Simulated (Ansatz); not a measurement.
**Geometry relaxation of InP**

System: InP (F-43m, 2 atoms in the cell).
Method: DFT PBE, scalar-relativistic, plane waves, PAW, no spin polarisation (Ansatz 0.2.0).

The structure derives from a Materials Project entry. Figures and captions count atoms from 1; the log counts them from 0 in places.

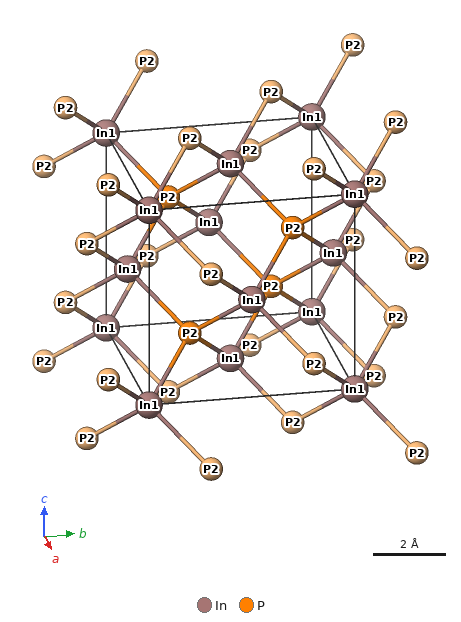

Fig. 1: The structure as given in the input (ball-and-stick view of the cell 4 times as large as that of the calculation, set on its symmetry axes, seen at an oblique angle; neighbours outside the cell are drawn fainter; atoms are numbered from 1 in the order of the input).

## Input
```yaml
crystal:
  lattice:
    - [0.0, 2.9519763857, 2.9519763857]
    - [2.9519763857, 0.0, 2.9519763857]
    - [2.9519763857, 2.9519763857, 0.0]
  atoms:
    - { symbol: In, position: [0.0, 0.0, 0.0] }
    - { symbol: P, position: [0.25, 0.25, 0.25] }
basis:
  ecutwfc: 420
kpoints:
  mp_grid: { grid: [10, 10, 10] }
hamiltonian:
  xc: pbe
scf:
  occupations: { method: gaussian, width: 0.02 }
output:
  forces: true
  stress: true
  eigenvalues: true
relax:
  adjacent_minimum: "off"
  f_tol: 0.005
  max_steps: 80
  cell: { stress_tol: 0.05 }
```

Hardware: 1 thread of Arm Neoverse V2, 128 GiB of memory available, shared host.

Launch command:
```bash
ansatz run input.yaml --threads 1 --pin off --max-ram 2560MiB --backend cpu --events-out ev --progress --plain --runs-dir out
```

## Log
```
Engine: ansatz 0.2.0, aarch64-unknown-linux-gnu
Pseudopotentials: kind: paw
Pseudopotential: In, paw, valence charge 13, recommended cutoff 420 eV (normal), In.paw.azcp
Pseudopotential: P, paw, valence charge 5, recommended cutoff 420 eV (normal), P.paw.azcp
Functional definition: PBE
  parameter kappa = 0.804
  parameter beta = 0.06672455060314922
  exchange = pbe_x(kappa = kappa, mu = beta*pi^2/3)
  correlation = pbe_c(beta = beta)
Crystal: 2 atoms, lattice volume = 51.448 Å³
Basis set: ecut = 420 eV, 965 PW (Γ), exchange–correlation on 60×60×60 points (8 copies of the dense FFT grid, shifted against one another)
Bands: 13, of which v1, the nominal top of the filled ones, is band 9 counted from 1 (8 counted from 0)
Symmetry: 24 space group operations
Space group: F-43m (ITA 216), of the structure as read, at distance tolerance 3.7e-5 Å
k-points: 47 of 1000 (time reversal used)
Non-local potential: In, projectors of the file, l = 0: 2, l = 1: 2, l = 2: 2, l = 3: 2
Non-local potential: P, projectors of the file, l = 0: 2, l = 1: 2, l = 2: 2
PAW form: soft (Blöchl's): semilocal exchange-correlation on the pseudo side does not see the compensation charge
PAW one-centre angular grid: In, 590 points (default); XC on 64 Gauss nodes
PAW one-centre angular grid: P, 110 points (default); XC on 64 Gauss nodes
Initial density: superposition of atomic densities (neutral atoms: chi_scale 0, normalization atom), corrected by the library's trained network
Initial wavefunctions: pseudopotential atomic-orbital guess
Functional: x = pbe(κ = 0.804, μ = 0.2195149727645171), c = pbe(β = 0.06672455060314922)
SCF iter   1: F=—  HF=-6354.002752 eV  |F-HF|=—  |Δ(HF+E_count)|=         —  Δρ=1.99e-3  dr2=4.41e-3  ethr=1.77e-3  ⟨swp⟩=6.6  Hψ=4222  notcnv=0
preconditioner: auto → none  [insulator: Δε(μ)=0.582 eV  Ē_g=14.657 eV  σ=0.020 eV  W_gap=1.00  n_scr=14 (ndim 8)  ℏωp=22.0 eV  f_vac=0.023  D(μ)=0.00/eV (n_scr^D=0)  ε∞_Penn≈3.2]
SCF iter   2: F=—  HF=-6354.000566 eV  |F-HF|=—  |Δ(HF+E_count)|=   2.19e-3  Δρ=1.21e-3  dr2=7.56e-4  ethr=2.45e-5  ⟨swp⟩=3.0  Hψ=1756  notcnv=0
SCF iter   3: F=—  HF=-6354.000367 eV  |F-HF|=—  |Δ(HF+E_count)|=   1.99e-4  Δρ=3.65e-4  dr2=7.02e-5  ethr=4.20e-6  ⟨swp⟩=2.0  Hψ=1058  notcnv=0
SCF iter   4: F=—  HF=-6354.000416 eV  |F-HF|=—  |Δ(HF+E_count)|=   4.89e-5  Δρ=1.15e-4  dr2=5.37e-6  ethr=3.90e-7  ⟨swp⟩=2.0  Hψ=1038  notcnv=0
SCF iter   5: F=—  HF=-6354.000419 eV  |F-HF|=—  |Δ(HF+E_count)|=   3.07e-6  Δρ=7.17e-5  dr2=2.42e-6  ethr=2.98e-8  ⟨swp⟩=2.0  Hψ=1034  notcnv=0
SCF iter   6: F=-6354.000418 eV  HF=-6354.000418 eV  |F-HF|=1.66e-8  |Δ(HF+E_count)|=   6.32e-7  Δρ=8.69e-6  dr2=3.32e-8  ethr=5.56e-10  ⟨swp⟩=5.0  Hψ=3477  notcnv=0
SCF 1 converged in 6 iterations: F = -6354.000418 eV  dr2 = 3.32e-8
  greatest PAW one-centre occupation: 0.981 electrons in one spin orbital (limit 2), on the In atom at site 0 (counted from 0), in its partial waves of l = 2
relax step   1: F+E_penalty+E_count = -6354.00041816 eV  Δ(F+E_penalty+E_count) = +0.000e0 eV  max|allowed force component| = 2.498e-16 eV/Å  Δτ_max = 0.0000 Å  P = +1.783 GPa  Ω = 51.448 Å³  (6 SCF iters, dr2 threshold 1.00e-7 eV, accepted)
Crystal: 2 atoms, lattice volume = 53.125 Å³
Basis set: ecut = 420 eV, 1037 PW (Γ), exchange–correlation on 60×60×60 points (8 copies of the dense FFT grid, shifted against one another)
Initial density: handed on by an earlier stage of this run
Initial wavefunctions: those handed on with the density
iter 1 solved again at ethr=1.12e-5 eV; its pass at ethr=3.10e-3 eV (dr2=2.01e-3 eV) is discarded
SCF iter   1: F=—  HF=-6354.008229 eV  |F-HF|=—  |Δ(HF+E_count)|=         —  Δρ=1.39e-3  dr2=1.98e-3  ethr=1.12e-5  ⟨swp⟩=2.0  Hψ=4795  notcnv=0
preconditioner: auto → none  [insulator: Δε(μ)=0.411 eV  Ē_g=14.522 eV  σ=0.020 eV  W_gap=1.00  n_scr=14 (ndim 8)  ℏωp=21.6 eV  f_vac=0.026  D(μ)=0.00/eV (n_scr^D=0)  ε∞_Penn≈3.2]
SCF iter   2: F=—  HF=-6354.007785 eV  |F-HF|=—  |Δ(HF+E_count)|=   4.44e-4  Δρ=5.22e-4  dr2=1.54e-4  ethr=1.10e-5  ⟨swp⟩=2.0  Hψ=975  notcnv=0
SCF iter   3: F=—  HF=-6354.007788 eV  |F-HF|=—  |Δ(HF+E_count)|=   2.85e-6  Δρ=2.26e-4  dr2=2.77e-5  ethr=8.58e-7  ⟨swp⟩=3.0  Hψ=1067  notcnv=0
SCF iter   4: F=—  HF=-6354.007802 eV  |F-HF|=—  |Δ(HF+E_count)|=   1.38e-5  Δρ=1.18e-4  dr2=7.48e-6  ethr=1.54e-7  ⟨swp⟩=2.9  Hψ=1076  notcnv=0
SCF iter   5: F=—  HF=-6354.007804 eV  |F-HF|=—  |Δ(HF+E_count)|=   2.04e-6  Δρ=2.63e-5  dr2=3.73e-7  ethr=4.16e-8  ⟨swp⟩=3.0  Hψ=1097  notcnv=0
SCF iter   6: F=-6354.007804 eV  HF=-6354.007804 eV  |F-HF|=3.16e-9  |Δ(HF+E_count)|=   2.96e-7  Δρ=2.69e-6  dr2=5.34e-9  ethr=1.11e-9  ⟨swp⟩=7.0  Hψ=3241  notcnv=0
SCF 2 converged in 6 iterations: F = -6354.007804 eV  dr2 = 5.34e-9
relax step   2: F+E_penalty+E_count = -6354.00780385 eV  Δ(F+E_penalty+E_count) = -7.386e-3 eV  max|allowed force component| = 9.483e-17 eV/Å  Δτ_max = 0.0000 Å  P = -0.238 GPa  Ω = 53.125 Å³  energy of the carried Pulay correction = -3.804e-4 eV  (6 SCF iters, dr2 threshold 2.00e-7 eV, accepted)
Crystal: 2 atoms, lattice volume = 52.922 Å³
iter 1 solved again at ethr=1.42e-7 eV; its pass at ethr=3.10e-3 eV (dr2=2.56e-5 eV) is discarded
SCF iter   1: F=—  HF=-6354.008013 eV  |F-HF|=—  |Δ(HF+E_count)|=         —  Δρ=1.62e-4  dr2=2.64e-5  ethr=1.42e-7  ⟨swp⟩=3.0  Hψ=4459  notcnv=0
preconditioner: auto → none  [insulator: Δε(μ)=0.443 eV  Ē_g=14.529 eV  σ=0.020 eV  W_gap=1.00  n_scr=14 (ndim 8)  ℏωp=21.7 eV  f_vac=0.019  D(μ)=0.00/eV (n_scr^D=0)  ε∞_Penn≈3.2]
SCF iter   2: F=—  HF=-6354.008008 eV  |F-HF|=—  |Δ(HF+E_count)|=   4.60e-6  Δρ=6.09e-5  dr2=2.06e-6  ethr=1.42e-7  ⟨swp⟩=2.0  Hψ=788  notcnv=0
SCF iter   3: F=—  HF=-6354.008008 eV  |F-HF|=—  |Δ(HF+E_count)|=   1.83e-8  Δρ=2.61e-5  dr2=3.58e-7  ethr=1.15e-8  ⟨swp⟩=3.0  Hψ=1084  notcnv=0
SCF iter   4: F=-6354.008008 eV  HF=-6354.008008 eV  |F-HF|=6.68e-9  |Δ(HF+E_count)|=   1.54e-7  Δρ=1.36e-5  dr2=9.58e-8  ethr=7.86e-10  ⟨swp⟩=6.0  Hψ=3050  notcnv=0
SCF 3 converged in 4 iterations: F = -6354.008008 eV  dr2 = 9.58e-8
relax step   3: F+E_penalty+E_count = -6354.00800808 eV  Δ(F+E_penalty+E_count) = -2.042e-4 eV  max|allowed force component| = 9.021e-17 eV/Å  Δτ_max = 0.0000 Å  P = -0.012 GPa  Ω = 52.922 Å³  energy of the carried Pulay correction = -3.349e-4 eV  (4 SCF iters, dr2 threshold 1.41e-7 eV, accepted)
Initial wavefunctions: pseudopotential atomic-orbital guess (no wavefunctions were taken with the density)
iter 1 solved again at ethr=1.13e-6 eV; its pass at ethr=3.10e-3 eV (dr2=2.04e-4 eV) is discarded
SCF iter   1: F=—  HF=-6354.008339 eV  |F-HF|=—  |Δ(HF+E_count)|=         —  Δρ=4.37e-5  dr2=2.24e-7  ethr=1.13e-6  ⟨swp⟩=3.3  Hψ=5734  notcnv=0
eigensolver tolerance schedule: the retry pair's looser diagonalisation over-reported the residual by 908.24 of it (diagonalisation noise at 0.50 of the residual, at the tolerance the schedule requests for it); recorded, not acted on — ethr = c·dr2/N_el stays at c = 1.0e-1
preconditioner: auto → none  [insulator: Δε(μ)=0.442 eV  Ē_g=14.530 eV  σ=0.020 eV  W_gap=1.00  n_scr=14 (ndim 8)  ℏωp=21.7 eV  f_vac=0.019  D(μ)=0.00/eV (n_scr^D=0)  ε∞_Penn≈3.2]
SCF iter   2: F=—  HF=-6354.008343 eV  |F-HF|=—  |Δ(HF+E_count)|=   4.03e-6  Δρ=2.00e-5  dr2=5.61e-8  ethr=1.25e-9  ⟨swp⟩=2.7  Hψ=1083  notcnv=0
SCF iter   3: F=—  HF=-6354.008343 eV  |F-HF|=—  |Δ(HF+E_count)|=   4.40e-7  Δρ=5.87e-6  dr2=9.37e-9  ethr=3.12e-10  ⟨swp⟩=2.1  Hψ=1002  notcnv=0
SCF iter   4: F=—  HF=-6354.008343 eV  |F-HF|=—  |Δ(HF+E_count)|=   2.18e-8  Δρ=1.16e-6  dr2=3.61e-10  ethr=5.21e-11  ⟨swp⟩=2.0  Hψ=1042  notcnv=0
SCF iter   5: F=—  HF=-6354.008343 eV  |F-HF|=—  |Δ(HF+E_count)|=  9.00e-10  Δρ=3.43e-7  dr2=3.29e-11  ethr=2.01e-12  ⟨swp⟩=2.9  Hψ=1131  notcnv=0
SCF iter   6: F=-6354.008343 eV  HF=-6354.008343 eV  |F-HF|=2.73e-12  |Δ(HF+E_count)|=  8.46e-11  Δρ=9.17e-8  dr2=2.15e-12  ethr=1.00e-12  ⟨swp⟩=7.3  Hψ=3315  notcnv=0
SCF 4 converged in 6 iterations: F = -6354.008343 eV  dr2 = 2.15e-12
relax step   4: F+E_penalty+E_count = -6354.00834333 eV  Δ(F+E_penalty+E_count) = -3.352e-4 eV  max|allowed force component| = 7.170e-17 eV/Å  Δτ_max = 0.0000 Å  P = -0.011 GPa  Ω = 52.922 Å³  stress off target by 1.13e-2 GPa  SCF on the basis re-selected at this cell (its energy is not comparable with the rows above)  (6 SCF iters)
```

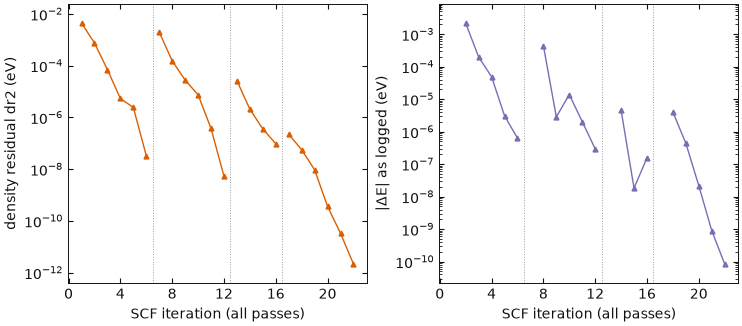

Fig. 2: Convergence of the self-consistent field: density residual dr2 and size of the energy change against the SCF iteration. The dotted lines part the SCF passes of the relaxation: geometry steps, rejected trials and re-solves on a re-selected basis. The passes take 6, 6, 4 and 6 iterations.

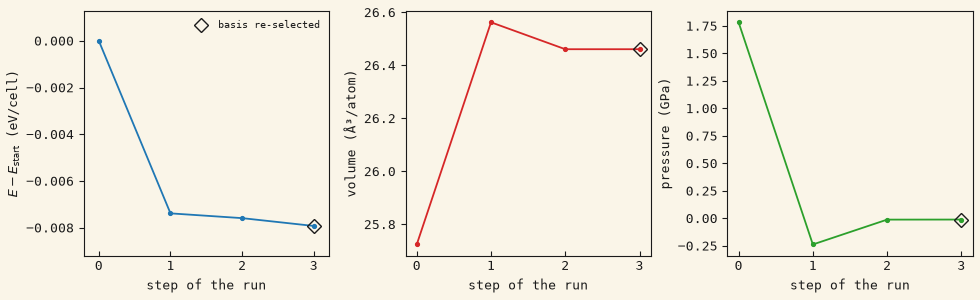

Fig. 3: Progress of the relaxation, step by step (the first geometry is step 0 here and step 1 in the log).

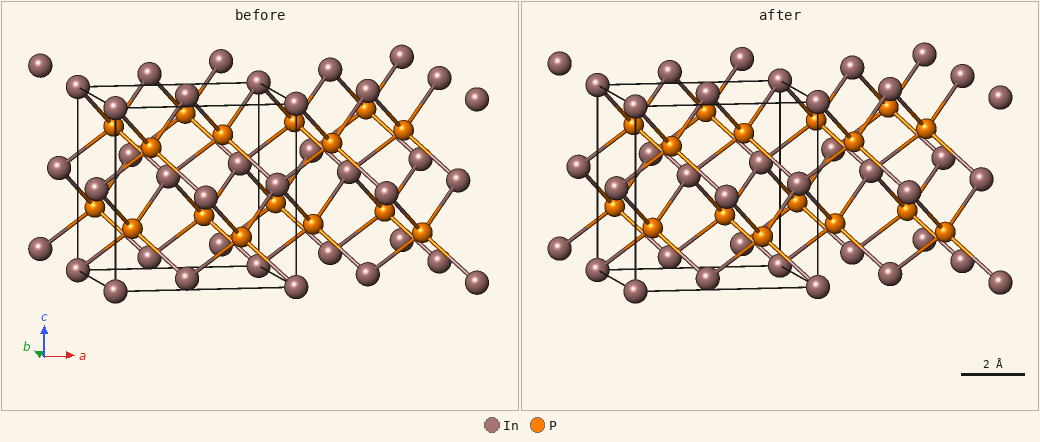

Fig. 4: Before (left) and after (right) the relaxation, at one scale (ball-and-stick view of the cell 4 times as large as that of the calculation, set on its symmetry axes, repeated 2 × 2 × 1, seen slightly off an axis). No atom moves by more than 0.005 Å relative to the cell. The drawn cell changes as follows: a = b = c 5.904 → 5.960 Å (+0.9 %); the volume changes by +2.9 %. Among the contacts that change: In1–P2 2.556 → 2.581 Å. The space group stays F-43m (No. 216). The energy falls by 7.6 meV per cell of the calculation in 2 geometry steps. All forces vanish by symmetry, so only the cell relaxes. Pressure: 1.78 GPa at the start and −0.01 GPa at the end. A last SCF at the same geometry on a re-selected plane-wave basis shifts the energy by −0.3 meV per cell of the calculation. (Atoms are counted from 1 in the order of the input.)

```
basis re-selected at this cell: Δ(F+E_penalty+E_count) = -3.352e-4 eV, ΔP = +0.001 GPa vs the last step (what re-selecting the basis moved, of the pressure what is left beyond the Pulay correction that the steps carried, after the strain that the cell walked since its last selection, with what the two solves' SCF thresholds leave and, on support functions, any second-order correction that the steps lacked; it is no measure of the basis error at this ecutwfc). This SCF's stress stands 1.13e-2 GPa from its target on what of the cell is left free (relax.cell.stress_tol is 5.00e-2 GPa) and its largest allowed force component is 7.17e-17 eV/Å (relax.f_tol is 5.00e-3 eV/Å): within both
SCF converged after 6 iterations
Free energy (F): -6354.008343 eV
Harris-Foulkes:  -6354.008343 eV  (|F-HF|=2.73e-12)
Internal energy: -6354.008343 eV  (E = F + TS)
E sigma→0 (E₀):  -6354.008343 eV
Fermi energy:    6.596989 eV
--- Per-component energies (eV) ---
  E_band       = -61.217364
  E_kinetic    = 312.188964
  E_local      = -1428.381750  (includes V_loc(G=0)·N_el)
  E_nonlocal   = 401.288873
  E_hartree    = 562.496536
  E_xc         = -275.998703
  E_vxc        = -159.060490  (∫ρ·V_xc dr)
  E_paw        = -4725.128173  (= ΣΔE_a)
  E_vpaw       = -312.246020  (= ΣTr[D̂ρ^β])
  E_aug_tail   = 0.000028  (compensation charges beyond the density's cutoff)
  E_ewald      = -1200.474117
  E_smearing   = -0.000000  (= −TS)
  E_closure    = 0.000000  (closes the sum)
  Σ components = -6354.008343   (vs F -6354.008343, Δ=0.00e0)
--- Forces (eV/Å), atoms counted from 1 ---
  atom   1  In     0.00000000    -0.00000000    -0.00000000
  atom   2  P     -0.00000000     0.00000000     0.00000000
  max |Σ_I F_I| component: 6.94e-17 eV/Å
--- Stress (GPa, compression-positive) ---
       -0.011257       0.000000       0.000000
       -0.000000      -0.011257       0.000000
        0.000000       0.000000      -0.011257
  P = ⅓ Tr σ = -0.0113 GPa (-0.113 kbar)
--- Band table (eV; the first three rows and the last of 47) ---
  k-point 0: bands = ["-7.7187", "-7.7187", "-7.7187", "-7.5900", "-7.5900", "-4.8096", "6.3757", "6.3757", "6.3757", "6.8173", "10.4629", "10.4629", "10.4629"]
  k-point 1: bands = ["-7.7286", "-7.7145", "-7.7145", "-7.5900", "-7.5900", "-4.7037", "5.1888", "6.2621", "6.2621", "7.6720", "10.5065", "10.6378", "10.6378"]
  k-point 2: bands = ["-7.7538", "-7.7045", "-7.7045", "-7.5890", "-7.5890", "-4.3998", "3.7318", "6.0023", "6.0023", "8.0480", "10.9930", "10.9930", "11.0553"]
  k-point 46: bands = ["-7.8485", "-7.6643", "-7.6373", "-7.6095", "-7.5748", "-2.5915", "0.9631", "3.6805", "3.7281", "10.1657", "10.2618", "12.3904", "12.9077"]
--- Relaxed structure (3 steps of the walk, 3 accepted, 1 SCFs on fresh bases) ---
  F+E_penalty+E_count = -6354.00834333 eV   max|allowed force component| = 7.170e-17 eV/Å   (the final SCF, on the basis selected at the relaxed cell)
  cell:  # Å, volume = 52.9215 Å³
    - [1.1846739976482246e-33, 2.9798940127246922, 2.9798940127246922]
    - [2.9798940127246922, 9.579299421843709e-33, 2.9798940127246922]
    - [2.9798940127246922, 2.9798940127246922, 9.337269250281168e-33]
  atoms:
    - { symbol: In, position: [-1.8648352962354284e-33, 1.674545980293038e-33, 1.805030082653534e-33] }
    - { symbol: P, position: [0.25, 0.25, 0.25] }
```

## Trajectory as extended XYZ (Å, eV, eV/Å), 4 frames, from step=1 to step=4
```
2
Lattice="0.0000 2.9520 2.9520 2.9520 0.0000 2.9520 2.9520 2.9520 0.0000" Properties=species:S:1:pos:R:3:forces:R:3 step=1 energy=-6354.00042 pressure_GPa=1.78
In    0.0000    0.0000    0.0000    0.0000   0.0000   0.0000
P     1.4760    1.4760    1.4760    0.0000   0.0000   0.0000
2
Lattice="0.0000 2.9837 2.9837 2.9837 0.0000 2.9837 2.9837 2.9837 0.0000" Properties=species:S:1:pos:R:3:forces:R:3 step=2 energy=-6354.00780 pressure_GPa=-0.24
In    0.0000    0.0000    0.0000    0.0000   0.0000   0.0000
P     1.4918    1.4918    1.4918    0.0000   0.0000   0.0000
2
Lattice="0.0000 2.9799 2.9799 2.9799 0.0000 2.9799 2.9799 2.9799 0.0000" Properties=species:S:1:pos:R:3:forces:R:3 step=3 energy=-6354.00801 pressure_GPa=-0.01
In    0.0000    0.0000    0.0000    0.0000   0.0000   0.0000
P     1.4899    1.4899    1.4899    0.0000   0.0000   0.0000
2
Lattice="0.0000 2.9799 2.9799 2.9799 0.0000 2.9799 2.9799 2.9799 0.0000" Properties=species:S:1:pos:R:3:forces:R:3 step=4 energy=-6354.00834 pressure_GPa=-0.01
In    0.0000    0.0000    0.0000    0.0000   0.0000   0.0000
P     1.4899    1.4899    1.4899    0.0000   0.0000   0.0000
```

## Results in brief

- outcome: converged
- space group (tolerance 0.01 Å): F-43m (216)
- electrons treated: 18
- free energy: −6354.0083 eV
- Fermi energy: 6.597 eV
- gap on the k-point mesh: 0.44 eV
- pressure: −0.01 GPa
- final volume: 52.92 Å³
- largest force (length of the vector) at the end: under 0.001 eV/Å
- final cell: a = 4.214 Å, b = 4.214 Å, c = 4.214 Å, α = 60.00°, β = 60.00°, γ = 60.00°
- wall time: 16 s
- peak memory: 0.34 GiB
